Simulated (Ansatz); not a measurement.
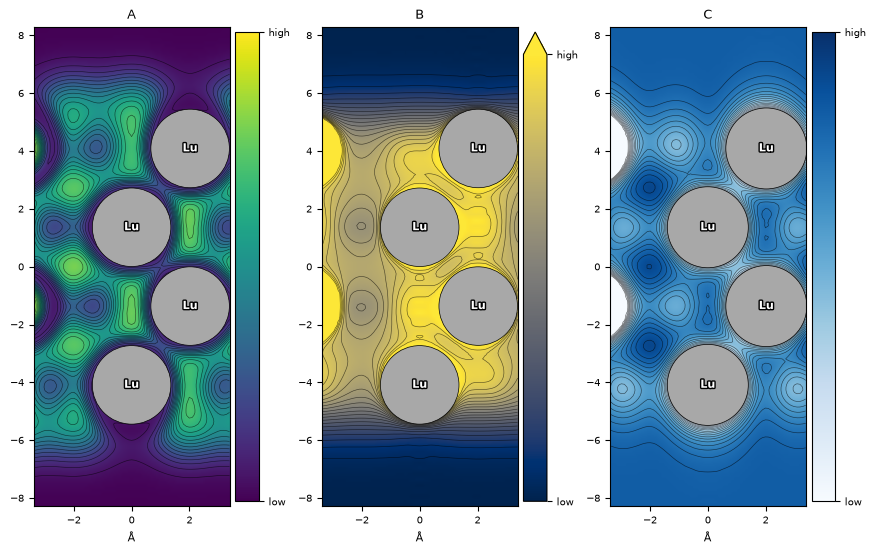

Lu (slab): 3 fields on the (110) plane of the calculation cell, a cut from vacuum to vacuum, with unlabelled colour scales. Grey discs cover the atomic cores.

All numbers below come from Ansatz 0.2.0, DFT r2SCAN, scalar-relativistic, plane waves, PAW.

Q: Match the panels to the quantities (electron localisation function, electrostatic potential energy of an electron and valence pseudo-density).

A: Panel A: electron localisation function. Panel B: valence pseudo-density. Panel C: electrostatic potential energy of an electron (low next to the atoms, rising into the space between them). From the grid: Lu–Lu (3.39 Å): ρ at the midpoint is about 0.13 e/Å³; the ELF is about 0.25 at the midpoint; no shared electron pair shows on this line.
